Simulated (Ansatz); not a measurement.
## Single-point calculation of Ge

System: Ge (P-3m1, 2 atoms in the cell).
Method: DFT PBE, scalar-relativistic, plane waves, PAW, no spin polarisation (Ansatz 0.2.0).

The structure was made by a generator, so it may or may not be a known phase. Figures and captions count atoms from 1; the log counts them from 0 in places.

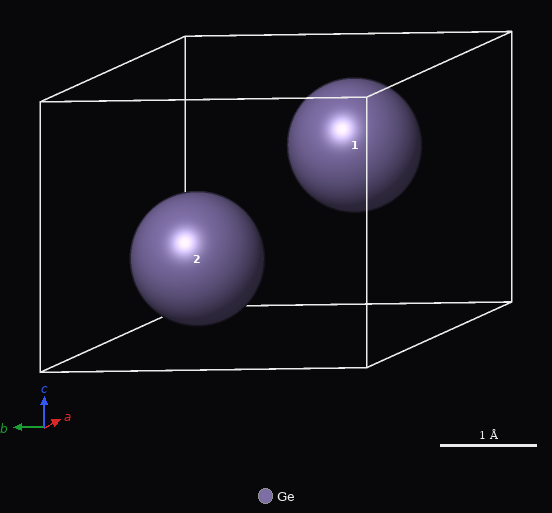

**Figure 1.** The structure (spheres-only view of the cell of the calculation, seen at an oblique angle; atoms are numbered from 1 in the order of the input). An atom can appear more than once, as a periodic image.

Summary

- outcome: converged
- space group (tolerance 0.01 Å): P-3m1 (164)
- electrons treated: 28
- free energy: −8587.2761 eV
- Fermi energy: 15.097 eV
- gap on the k-point mesh: none (metallic)
- pressure: 62.83 GPa
- largest force (length of the vector): 3.028 eV/Å
- hardware: 1 thread of Intel Xeon @ 2.70GHz, 189 GiB of memory available, shared host
- wall time: 1.6 s
- peak memory: 0.3 GiB

The cell is under a pressure of 63 GPa at this level, so it is not at its equilibrium volume.

Input
```yaml
crystal:
  lattice:
    - [3.42347277, 0.0, 0.0]
    - [-1.71173639, 2.96481439, 0.0]
    - [0.0, 0.0, 2.90299269]
  atoms:
    - { symbol: Ge, position: [0.66666667, 0.33333333, 0.66651471] }
    - { symbol: Ge, position: [0.33333333, 0.66666667, 0.33348529] }
basis:
  ecutwfc: 420
kpoints:
  mp_grid: { grid: [6, 6, 6] }
hamiltonian:
  xc: pbe
scf:
  occupations: { method: gaussian, width: 0.1 }
  lower_state_search: "off"
output:
  forces: true
  stress: true
  eigenvalues: true
```

Launch command:
```bash
ansatz run input.yaml --threads 1 --pin off --max-ram 2560MiB --backend cpu --events-out ev --progress --plain --runs-dir out
```

Log
```
Engine: ansatz 0.2.0, x86_64-unknown-linux-gnu
Pseudopotentials: kind: paw
Pseudopotential: Ge, paw, valence charge 14, recommended cutoff 420 eV (normal), Ge.paw.azcp
Functional definition: PBE
  parameter kappa = 0.804
  parameter beta = 0.06672455060314922
  exchange = pbe_x(kappa = kappa, mu = beta*pi^2/3)
  correlation = pbe_c(beta = beta)
Crystal: 2 atoms, lattice volume = 29.465 Å³
Basis set: ecut = 420 eV, 573 PW (Γ), exchange–correlation on 48×48×40 points (8 copies of the dense FFT grid, shifted against one another)
Bands: 18, of which v1, the nominal top of the filled ones, is band 14 counted from 1 (13 counted from 0)
Symmetry: 12 space group operations
Space group: P-3m1 (ITA 164), of the structure as read, at distance tolerance 3.1e-5 Å
k-points: 34 of 216
Non-local potential: Ge, projectors of the file, l = 0: 2, l = 1: 2, l = 2: 3, l = 3: 1
PAW form: soft (Blöchl's): semilocal exchange-correlation on the pseudo side does not see the compensation charge
PAW one-centre angular grid: Ge, 590 points (default); XC on 64 Gauss nodes
Initial density: superposition of atomic densities (neutral atoms: chi_scale 0, normalization atom), corrected by the library's trained network
Initial wavefunctions: pseudopotential atomic-orbital guess
Functional: x = pbe(κ = 0.804, μ = 0.2195149727645171), c = pbe(β = 0.06672455060314922)
SCF iter   1: F=—  HF=-8587.276883 eV  |F-HF|=—  |Δ(HF+E_count)|=         —  Δρ=3.81e-3  dr2=2.79e-3  ethr=1.77e-3  ⟨swp⟩=5.1  Hψ=2740  notcnv=0
preconditioner: auto → none  [metal: Δε(μ)=0.069 eV  Ē_g=24.978 eV  σ=0.100 eV  W_gap=0.33  n_scr=8 (ndim 8)  ℏωp=36.2 eV  f_vac=0.000  D(μ)=1.47/eV (n_scr^D=8)  sad-step TF]
SCF iter   2: F=—  HF=-8587.276134 eV  |F-HF|=—  |Δ(HF+E_count)|=   7.49e-4  Δρ=2.35e-3  dr2=1.32e-3  ethr=9.97e-6  ⟨swp⟩=1.2  Hψ=899  notcnv=0
SCF iter   3: F=—  HF=-8587.276451 eV  |F-HF|=—  |Δ(HF+E_count)|=   3.17e-4  Δρ=1.24e-3  dr2=2.36e-4  ethr=4.70e-6  ⟨swp⟩=2.0  Hψ=1074  notcnv=0
SCF iter   4: F=—  HF=-8587.276179 eV  |F-HF|=—  |Δ(HF+E_count)|=   2.72e-4  Δρ=3.37e-4  dr2=2.10e-5  ethr=8.41e-7  ⟨swp⟩=2.0  Hψ=1073  notcnv=0
SCF iter   5: F=—  HF=-8587.276132 eV  |F-HF|=—  |Δ(HF+E_count)|=   4.69e-5  Δρ=9.68e-5  dr2=1.37e-6  ethr=7.50e-8  ⟨swp⟩=2.0  Hψ=1075  notcnv=0
SCF iter   6: F=—  HF=-8587.276131 eV  |F-HF|=—  |Δ(HF+E_count)|=   6.72e-7  Δρ=3.87e-5  dr2=1.94e-7  ethr=4.89e-9  ⟨swp⟩=2.0  Hψ=1056  notcnv=0
SCF iter   7: F=-8587.276131 eV  HF=-8587.276131 eV  |F-HF|=4.94e-8  |Δ(HF+E_count)|=   9.99e-8  Δρ=1.51e-5  dr2=3.19e-8  ethr=3.57e-10  ⟨swp⟩=4.9  Hψ=2165  notcnv=0
SCF 1 converged in 7 iterations: F = -8587.276131 eV  dr2 = 3.19e-8
  greatest PAW one-centre occupation: 0.998 electrons in one spin orbital (limit 2), on the Ge atom at site 1 (counted from 0), in its partial waves of l = 2
```

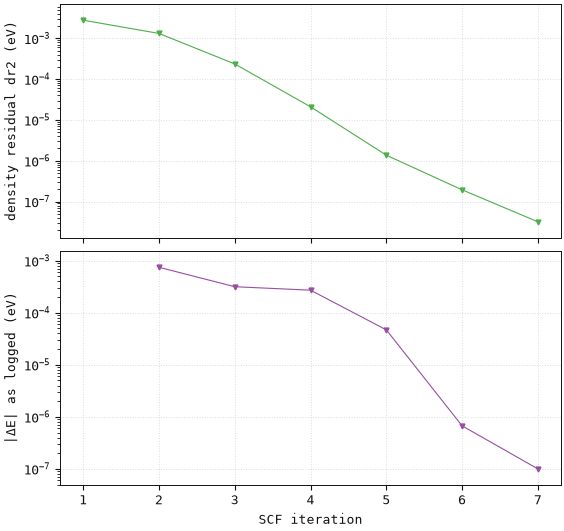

**Figure 2.** Convergence of the self-consistent field: density residual dr2 and size of the energy change against the SCF iteration. The residual falls at every step.

```
SCF converged after 7 iterations
Free energy (F): -8587.276131 eV
Harris-Foulkes:  -8587.276131 eV  (|F-HF|=4.94e-8)
Internal energy: -8587.268786 eV  (E = F + TS)
E sigma→0 (E₀):  -8587.272458 eV
Entropy (-TS):   -0.007345 eV (-3.673 meV/atom)
Fermi energy:    15.097250 eV
--- Per-component energies (eV) ---
  E_band       = -127.388235
  E_kinetic    = 235.159396
  E_local      = -4111.199479  (includes V_loc(G=0)·N_el)
  E_nonlocal   = 838.998230
  E_hartree    = 1834.730454
  E_xc         = -157.386728
  E_vxc        = -137.464276  (∫ρ·V_xc dr)
  E_paw        = -4037.951845  (= ΣΔE_a)
  E_vpaw       = -622.355964  (= ΣTr[D̂ρ^β])
  E_aug_tail   = 0.000575  (compensation charges beyond the density's cutoff)
  E_ewald      = -3189.619389
  E_smearing   = -0.007345  (= −TS)
  E_closure    = 0.000000  (closes the sum)
  Σ components = -8587.276131   (vs F -8587.276131, Δ=0.00e0)
--- Forces (eV/Å), atoms counted from 1 ---
  atom   1  Ge     0.00000000    -0.00000000     3.02813333
  atom   2  Ge    -0.00000000     0.00000000    -3.02813333
  max |Σ_I F_I| component: 5.55e-17 eV/Å
--- Stress (GPa, compression-positive) ---
       65.897876      -0.000000       0.000000
       -0.000000      65.897876       0.000000
        0.000000       0.000000      56.699278
  P = ⅓ Tr σ = 62.8317 GPa (628.317 kbar)
--- Band table (eV; the first three rows and the last of 34) ---
  k-point 0: bands = ["-10.1717", "-10.1717", "-10.0334", "-9.9419", "-9.9419", "-9.7664", "-9.6122", "-9.6122", "-9.4735", "-9.4735", "-0.8751", "14.1399", "14.1399", "16.4536", "16.7714", "18.7087", "18.7087", "19.0075"]
  k-point 1: bands = ["-10.1881", "-10.1881", "-9.9908", "-9.9752", "-9.9752", "-9.7492", "-9.5876", "-9.5876", "-9.4670", "-9.4670", "-0.3941", "12.1837", "14.6065", "14.6065", "17.2686", "19.0902", "19.0902", "22.9175"]
  k-point 2: bands = ["-10.2166", "-10.2166", "-10.0377", "-10.0377", "-9.8972", "-9.7241", "-9.5404", "-9.5404", "-9.4601", "-9.4601", "1.0015", "7.8419", "15.8536", "15.8536", "18.5033", "19.9780", "19.9780", "23.0536"]
  k-point 33: bands = ["-10.1731", "-10.0027", "-10.0027", "-9.8383", "-9.8097", "-9.7855", "-9.7855", "-9.6278", "-9.6278", "-9.4516", "7.2480", "7.2480", "10.1273", "10.1273", "11.0549", "14.7960", "25.9047", "25.9047"]
```

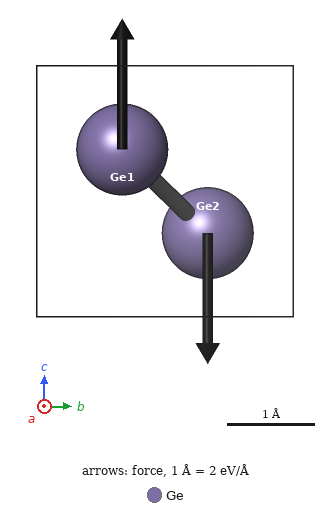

**Figure 3.** Forces on the atoms as black arrows (ball-and-stick view of the cell of the calculation, along the a axis; atoms are numbered from 1 in the order of the input). The largest act on Ge1, Ge2 (3.03 eV/Å). The geometry is not a stationary point of this energy.
